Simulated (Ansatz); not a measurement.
## Electronic structure of Se in real space

Input file:

```
crystal:
  lattice:
    - [3.876930191, 0.0, 0.0]
    - [-1.9384650955, 3.3575200341, 0.0]
    - [0.0, 0.0, 4.9166058604]
  atoms:
    - { symbol: Se, position: [0.2595514107, 0.0, 0.1666666667] }
    - { symbol: Se, position: [0.0, 0.2595514107, 0.8333333333] }
    - { symbol: Se, position: [0.7404485893, 0.7404485893, 0.5] }
basis:
  ecutwfc: 420
kpoints:
  mp_grid: { grid: [12, 12, 8] }
hamiltonian:
  xc: pbesol
scf:
  occupations: { method: gaussian, width: 0.02 }
output:
  forces: true
  stress: true
  eigenvalues: true
  write_density: true
  write_potential: true
  elf: true
  volumetric_format: npy
relax:
  adjacent_minimum: "off"
  f_tol: 0.008
  max_steps: 40
```

Run with:

```sh
ansatz run input.yaml --threads 1 --pin off --max-ram 2560MiB --backend cpu --events-out ev --progress --plain --runs-dir out
```

Below, planes, directions and counts refer to the conventional cell (a = 3.88 Å, b = 3.88 Å, c = 4.92 Å, α = 90.00°, β = 90.00°, γ = 120.00°).

The fields are those of the run's last geometry, not of the input's.

Space group P3₂21; changed on purpose from its base cell (equal strain along all axes, cell held, atoms relaxed: -4.0 %); computed pressure about 6 GPa in this cell.

All numbers below come from Ansatz, DFT PBEsol, scalar-relativistic, plane waves, PAW.

In a PAW calculation such maps are meaningful between the atoms, not at the nuclei.

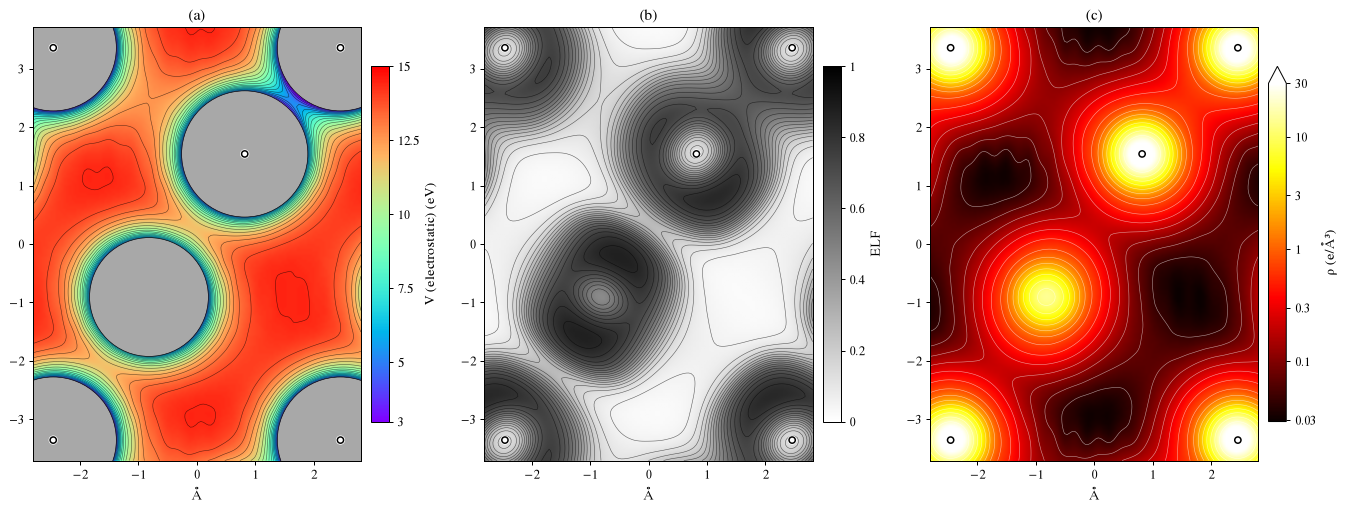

Figure 1. (a) electrostatic potential energy of an electron; (b) ELF; (c) valence electron density on the (110) plane of the conventional cell. Circles mark the nuclei in the plane (Se). Grey discs cover the atomic cores in the potential map.

**What do the fields say about this system?**

- Atoms in the plane: Se.
- Atoms just off the plane (Se, 0.4 Å away) can leave unmarked features too.
- Se–Se (2.45 Å): the density is about 0.58 e/Å³ at the midpoint; the ELF peaks at about 0.70 between the atoms.
- Between the atoms the lowest density in this plane is 0.03 e/Å³.
- The ELF also peaks beside Se, away from the bonds: lone-pair regions.
- Outside the cores the potential energy rises away from the atoms and is highest about 2.3 Å from the nearest atoms; its zero is arbitrary.

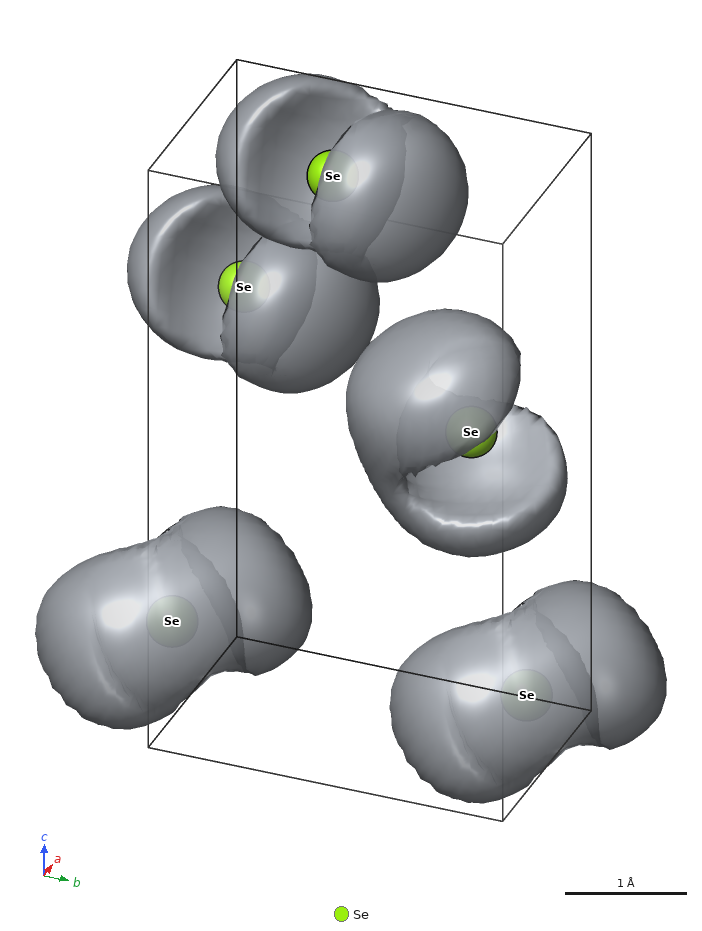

Figure 2. Isosurface of the electron localisation function at 0.75 (grey), seen at an oblique angle. Core shells and regions of very low density are left out.

**What do the ELF domains correspond to?**

The surface consists of three regions wrapped around Se (the valence shell of each), counted in one cell of 3 atoms. Any copies at cell faces, edges or corners count once.
